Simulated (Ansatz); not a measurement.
The coordinates of a crystal:

```
N Ga
1.0
     3.21626    0.00000    0.00000
    -1.60813    2.78536    0.00000
     0.00000    0.00000   26.16077
N Ga
5 5
Direct
  0.00000 0.00000 0.28669
  0.33333 0.66667 0.38707
  0.66667 0.33333 0.48745
  0.00000 0.00000 0.58783
  0.33333 0.66667 0.68822
  0.33333 0.66667 0.31178
  0.66667 0.33333 0.41217
  0.00000 0.00000 0.51255
  0.33333 0.66667 0.61293
  0.66667 0.33333 0.71331
```

Question: Give a crystallographic description of this input.

Answer: The material is GaN. The cell has 10 atoms, namely 5 Ga, 5 N. Taking every contact within bonding distance, one finds Ga 3 to 4 (mean 3.8) and N 3 to 4 (mean 3.8). The bonds build GaN layers parallel to (001).

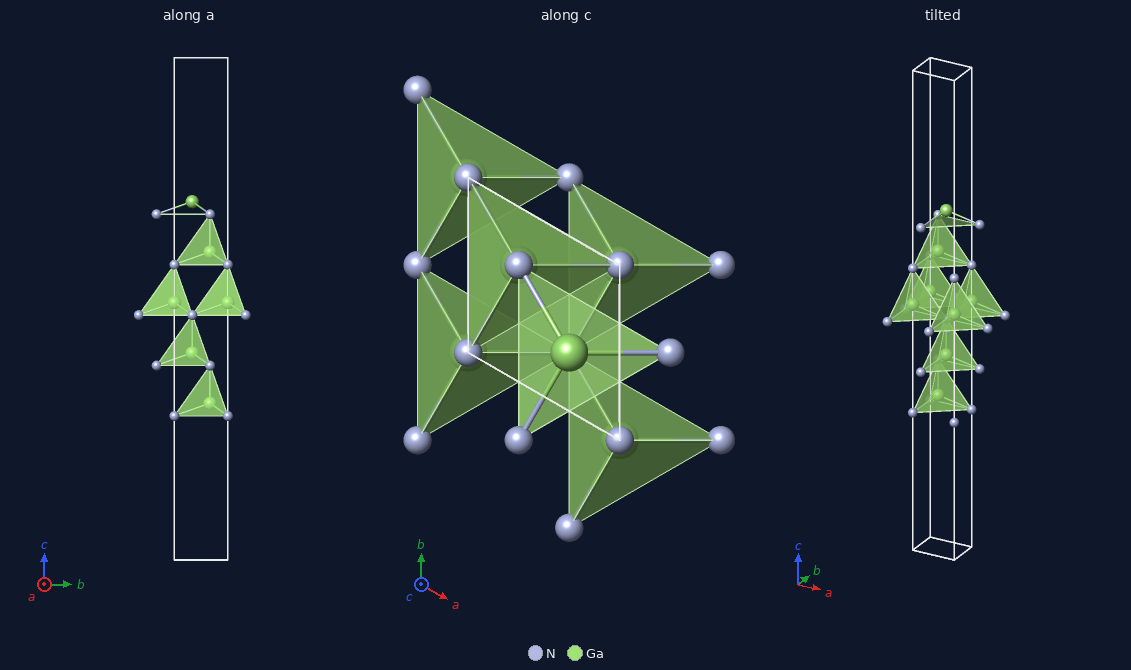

A polyhedral rendering, viewed along the a axis, along the c axis and slightly off an axis. The parallelepiped is the simulation cell. Some atoms of the next cells are drawn as well.

Origin of the cell: a structure listed in the Materials Project, from which a slab was cut. Earlier steps of the study, as a rule a relaxation of our own, may have changed the cell and positions, so they can lie some per cent off the listed ones. It was the input of a calculation with Ansatz.

At this level of theory the run's own cell isn't at rest (forces up to 2.0 eV/Å), so its distances can differ from those at equilibrium, the more so the softer the solid.
